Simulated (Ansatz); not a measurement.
**Sn$_{7}$O$_{16}$: density-of-states calculation (part 1 of 2)**

- system: Sn$_{7}$O$_{16}$ (23 atoms in the cell)
- method: DFT PBE, scalar-relativistic, plane waves, PAW, no spin polarisation (Ansatz 0.2.0)

The structure was built on a prototype by a generator; it need not be a known phase. It belongs to a series of runs on one base structure; here: 1 of 8 Sn atoms taken out at random, relaxed. Figures and captions count atoms from 1; the log counts them from 0 in places.

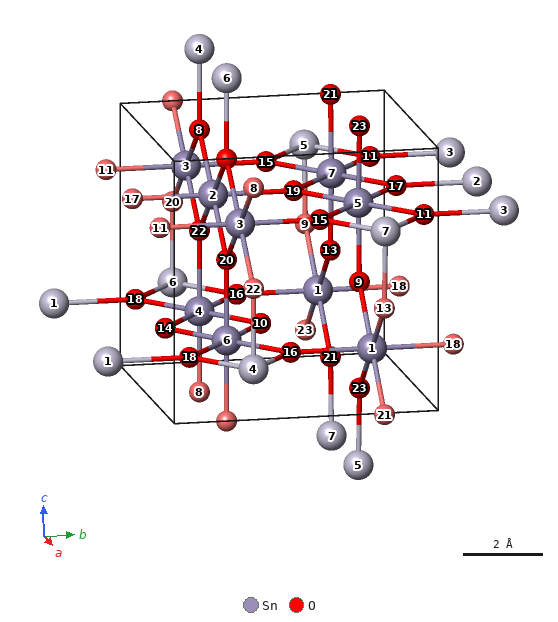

*The input geometry (ball-and-stick view of the cell of the calculation, seen slightly off an axis; neighbours outside the cell are drawn fainter; atoms are numbered from 1 in the order of the input). An atom can appear more than once, as a periodic image.*

Near neighbours in the periodic cell (some may lie outside the picture): Sn has 6 O at 2.04 to 2.12 Å; O has 3 Sn at 2.08 to 2.12 Å; O has 2 Sn at 2.04 to 2.06 Å.

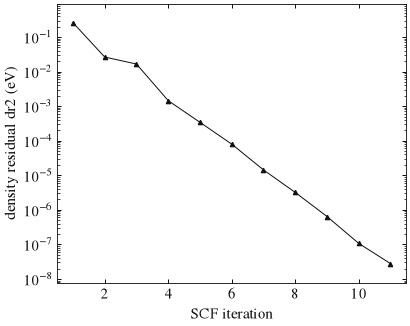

*Convergence of the self-consistent field: density residual dr2 against the SCF iteration.*

The residual falls at every step.

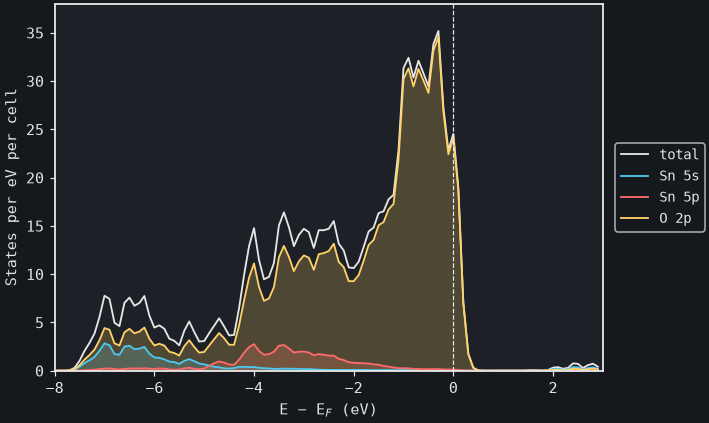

*Density of states (projected on Löwdin-orthogonalised atomic shells), with energies from the Fermi level.*

There are states at the Fermi level: a metal at this level of theory.

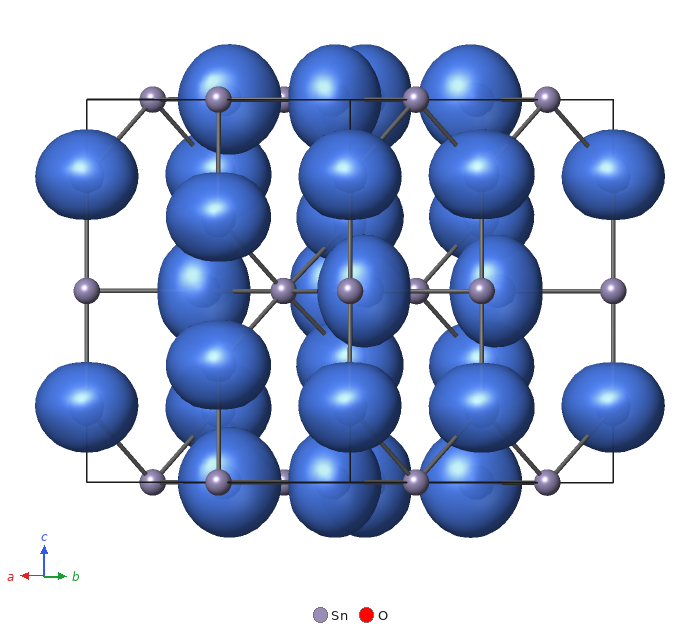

*Isosurface of the electron localisation function at 0.65 (blue), seen along [110]. Core shells and regions of very low density are left out. Sticks mark near contacts. The outline is the cell set on symmetry axes.*

Profiles from the grid: Sn–O (2.04 Å): the ELF is about 0.25 at the midpoint; no shared pair; the contact is polar. Sn–O (2.09 Å): the ELF is about 0.25 at the midpoint (a polar contact without a shared pair, in a metal). Core electrons are frozen (PAW), so the fields are smoothed inside the atomic spheres.

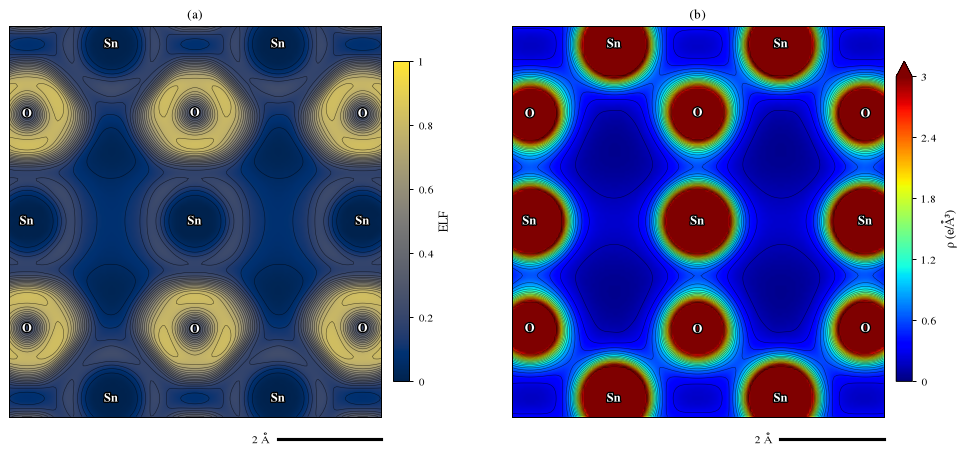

*(a) ELF; (b) valence charge density (pseudo) on the (010) plane of the conventional cell.*

The section cuts through Sn and O sites. Sn–O (2.10 Å): the density is about 0.61 e/Å³ at the midpoint; the ELF is about 0.25 at the midpoint (no shared pair; the contact is polar). Away from the nuclei the density in this plane falls to 0.04 e/Å³ at its lowest.

The input and output of the run follow.

Input file:
```yaml
crystal:
  lattice:
    - [6.504634, 0.000974, -0.000643]
    - [0.001026, 6.864875, -0.000324]
    - [-0.000678, -0.000322, 6.856137]
  atoms:
    - { symbol: Sn, position: [0.9998205962, 0.7490439754, 0.2498084332] }
    - { symbol: Sn, position: [0.4996655522, 0.2490570899, 0.7499580121] }
    - { symbol: Sn, position: [0.9996670224, 0.248974735, 0.7500493808] }
    - { symbol: Sn, position: [0.2475188809, 0.2489716924, 0.2499402648] }
    - { symbol: Sn, position: [0.7481000201, 0.7490700695, 0.7492150448] }
    - { symbol: Sn, position: [0.7518624315, 0.2491356276, 0.2500636697] }
    - { symbol: Sn, position: [0.2511461883, 0.748998493, 0.7509419988] }
    - { symbol: O, position: [0.2487772325, 0.2489699276, 0.9422498775] }
    - { symbol: O, position: [0.7675665372, 0.7489468992, 0.4518968245] }
    - { symbol: O, position: [0.4995826828, 0.4297717822, 0.250159547] }
    - { symbol: O, position: [0.9996439351, 0.9459681465, 0.7500479524] }
    - { symbol: O, position: [0.7506167505, 0.2489242968, 0.9422746822] }
    - { symbol: O, position: [0.2308617486, 0.7485473506, 0.4534901545] }
    - { symbol: O, position: [0.4997934942, 0.0682866871, 0.250075287] }
    - { symbol: O, position: [0.999538618, 0.5520563426, 0.750312404] }
    - { symbol: O, position: [0.9996809813, 0.4406605082, 0.2498607583] }
    - { symbol: O, position: [0.4996483098, 0.9435471079, 0.7498095032] }
    - { symbol: O, position: [0.999736475, 0.0573787548, 0.2500825391] }
    - { symbol: O, position: [0.499683931, 0.5545316063, 0.7500475182] }
    - { symbol: O, position: [0.7506474615, 0.2490723277, 0.5577646106] }
    - { symbol: O, position: [0.2323302914, 0.7490148006, 0.0481815024] }
    - { symbol: O, position: [0.2486118408, 0.2490824208, 0.5577587125] }
    - { symbol: O, position: [0.7682679673, 0.7492555585, 0.0467233716] }
basis:
  ecutwfc: 420
kpoints:
  mp_grid: { grid: [5, 5, 5] }
hamiltonian:
  xc: pbe
scf:
  occupations: { method: gaussian, width: 0.1 }
  n_extra_bands: 11
output:
  forces: true
  stress: true
  eigenvalues: true
  populations: true
  dos:
    method: { smearing: { sigma: 0.1, scheme: gaussian } }
    projected: true
    de: 0.02
  write_density: true
  write_potential: true
  elf: true
  volumetric_format: npy
```

Command:
```bash
ansatz run input.yaml --threads 4 --pin off --max-ram 9216MiB --backend cpu --events-out ev --progress --plain --runs-dir out
```

What the program printed:
```
scf.n_extra_bands = 11 over 97 filled bands (N_el = 194.0): the run solves 108 bands
Engine: ansatz 0.2.0, aarch64-unknown-linux-gnu
Pseudopotentials: kind: paw
Pseudopotential: Sn, paw, valence charge 14, recommended cutoff 420 eV (normal), Sn.paw.azcp
Pseudopotential: O, paw, valence charge 6, recommended cutoff 420 eV (normal), O.paw.azcp
Functional definition: PBE
  parameter kappa = 0.804
  parameter beta = 0.06672455060314922
  exchange = pbe_x(kappa = kappa, mu = beta*pi^2/3)
  correlation = pbe_c(beta = beta)
Crystal: 23 atoms, lattice volume = 306.150 Å³
Basis set: ecut = 420 eV, 6033 PW (Γ), exchange–correlation on 90×96×96 points (8 copies of the dense FFT grid, shifted against one another)
Bands: 108, of which v1, the nominal top of the filled ones, is band 97 counted from 1 (96 counted from 0)
Symmetry: 1 space group operations
Space group: P1 (ITA 1), of the structure as read, at distance tolerance 6.7e-5 Å
k-points: 63 of 125 (time reversal used)
Non-local potential: Sn, projectors of the file, l = 0: 2, l = 1: 2, l = 2: 2, l = 3: 2
Non-local potential: O, projectors of the file, l = 0: 2, l = 1: 2, l = 2: 1
PAW form: soft (Blöchl's): semilocal exchange-correlation on the pseudo side does not see the compensation charge
PAW one-centre angular grid: Sn, 590 points (default); XC on 64 Gauss nodes
PAW one-centre angular grid: O, 110 points (default); XC on 64 Gauss nodes
Initial density: superposition of atomic densities (neutral atoms: chi_scale 0, normalization atom), corrected by the library's trained network
Initial wavefunctions: pseudopotential atomic-orbital guess
Functional: x = pbe(κ = 0.804, μ = 0.2195149727645171), c = pbe(β = 0.06672455060314922)
SCF iter   1: F=—  HF=-51235.499707 eV  |F-HF|=—  |Δ(HF+E_count)|=         —  Δρ=8.01e-3  dr2=2.58e-1  ethr=1.77e-3  ⟨swp⟩=5.2  Hψ=27195  notcnv=0  defer=119
preconditioner: auto → LDOS  [metal: Δε(μ)=0.001 eV  Ē_g=15.697 eV  σ=0.100 eV  W_gap=0.01  n_scr=80 (ndim 8)  ℏωp=29.6 eV  f_vac=0.071  D(μ)=24.47/eV (n_scr^D=270)  β→1.0]
SCF iter   2: F=—  HF=-51235.488478 eV  |F-HF|=—  |Δ(HF+E_count)|=   1.12e-2  Δρ=3.42e-3  dr2=2.63e-2  ethr=1.33e-4  ⟨swp⟩=1.0  Hψ=8190  notcnv=0  defer=134
SCF iter   3: F=—  HF=-51235.490498 eV  |F-HF|=—  |Δ(HF+E_count)|=   2.02e-3  Δρ=2.45e-3  dr2=1.65e-2  ethr=1.35e-5  ⟨swp⟩=2.1  Hψ=11794  notcnv=0  defer=134
SCF iter   4: F=—  HF=-51235.489500 eV  |F-HF|=—  |Δ(HF+E_count)|=   9.98e-4  Δρ=6.09e-4  dr2=1.44e-3  ethr=8.53e-6  ⟨swp⟩=1.0  Hψ=6654  notcnv=0  defer=134
SCF iter   5: F=—  HF=-51235.489637 eV  |F-HF|=—  |Δ(HF+E_count)|=   1.37e-4  Δρ=2.91e-4  dr2=3.40e-4  ethr=7.43e-7  ⟨swp⟩=1.0  Hψ=6655  notcnv=0  defer=134
SCF iter   6: F=—  HF=-51235.489634 eV  |F-HF|=—  |Δ(HF+E_count)|=   2.43e-6  Δρ=1.36e-4  dr2=7.95e-5  ethr=1.75e-7  ⟨swp⟩=1.2  Hψ=6682  notcnv=0  defer=134
SCF iter   7: F=—  HF=-51235.488900 eV  |F-HF|=—  |Δ(HF+E_count)|=   7.35e-4  Δρ=6.40e-5  dr2=1.43e-5  ethr=4.10e-8  ⟨swp⟩=2.4  Hψ=11614  notcnv=0  defer=134
SCF iter   8: F=—  HF=-51235.488901 eV  |F-HF|=—  |Δ(HF+E_count)|=   1.31e-6  Δρ=3.32e-5  dr2=3.19e-6  ethr=7.37e-9  ⟨swp⟩=1.0  Hψ=6656  notcnv=0  defer=134
SCF iter   9: F=—  HF=-51235.488901 eV  |F-HF|=—  |Δ(HF+E_count)|=  5.82e-11  Δρ=1.55e-5  dr2=6.41e-7  ethr=1.64e-9  ⟨swp⟩=1.1  Hψ=6671  notcnv=0  defer=134
SCF iter  10: F=—  HF=-51235.488901 eV  |F-HF|=—  |Δ(HF+E_count)|=   1.16e-7  Δρ=6.56e-6  dr2=1.07e-7  ethr=3.30e-10  ⟨swp⟩=1.4  Hψ=6726  notcnv=0  defer=134
SCF iter  11: F=-51235.488901 eV  HF=-51235.488901 eV  |F-HF|=1.96e-8  |Δ(HF+E_count)|=   3.38e-8  Δρ=3.08e-6  dr2=2.78e-8  ethr=5.15e-11  ⟨swp⟩=15.6  Hψ=51493  notcnv=0
SCF 1 converged in 11 iterations: F = -51235.488901 eV  dr2 = 2.78e-8
  greatest PAW one-centre occupation: 0.996 electrons in one spin orbital (limit 2), on the Sn atom at site 2 (counted from 0), in its partial waves of l = 2
SCF converged after 11 iterations
Free energy (F): -51235.488901 eV
Harris-Foulkes:  -51235.488901 eV  (|F-HF|=1.96e-8)
Internal energy: -51235.364070 eV  (E = F + TS)
E sigma→0 (E₀):  -51235.426486 eV
Entropy (-TS):   -0.124831 eV (-5.427 meV/atom)
Fermi energy:    6.644001 eV
--- Per-component energies (eV) ---
  E_band       = -842.962462
  E_kinetic    = 4101.092299
  E_local      = -12662.532955  (includes V_loc(G=0)·N_el)
  E_nonlocal   = 567.078953
  E_hartree    = 6235.009085
  E_xc         = -3824.812676
  E_vxc        = -2141.421459  (∫ρ·V_xc dr)
  E_paw        = -31560.031703  (= ΣΔE_a)
  E_vpaw       = -3177.237251  (= ΣTr[D̂ρ^β])
  E_aug_tail   = 0.038729  (compensation charges beyond the density's cutoff)
  E_ewald      = -14091.205802
  E_smearing   = -0.124831  (= −TS)
  E_closure    = -0.000000  (closes the sum)
  Σ components = -51235.488901   (vs F -51235.488901, Δ=0.00e0)
```
